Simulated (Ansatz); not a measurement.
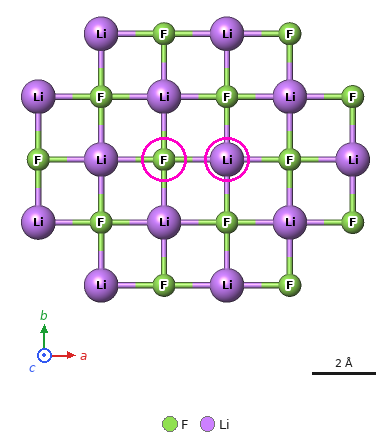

Perfect LiF. Style: ball-and-stick. Shown: the atoms within 5.4 Å of one point, in a slice 3.4 Å thick across the line of sight, along the c axis.

Method: DFT, PBEsol, PAW, plane waves in Ansatz. Set-up: plane-wave cutoff 420 eV; k-point mesh 1 × 1 × 1; mesh shifted by (0.25, 0.25, 0.25); no spin polarisation. Fermi-Dirac smearing of 0.01 eV. The axes drawn are those of the host's conventional cell.

A lithium atom is taken out (a vacancy) and a fluorine atom is taken out (a vacancy), the two sites 2.0 Å apart at the ringed places, in charge state 0. The supercell has 64 sites, and the atoms are relaxed at the host's cell.

Question: Predict the relaxed surroundings of the defect.

Answer: Around the empty Li site the host had 6 F at 2.00 Å; after relaxation the nearest atoms are 5 F at 2.03 to 2.10 Å. Around the empty F site the host had 6 Li at 2.00 Å; after relaxation the nearest atoms are 5 Li at 2.18 Å. Of the host's atoms, a lithium atom moves furthest from its site, by 0.18 Å.

The relaxed defect, seen from the same direction:

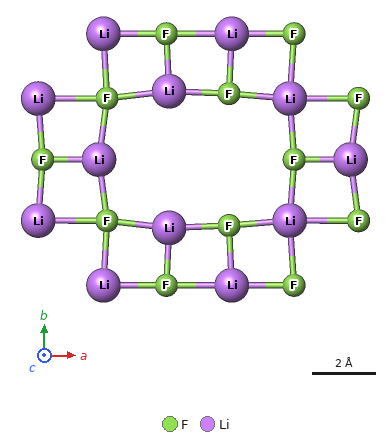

Limits of the set-up: the periodic images lie only 8.0 Å apart, so the values are limited by the cell's size.
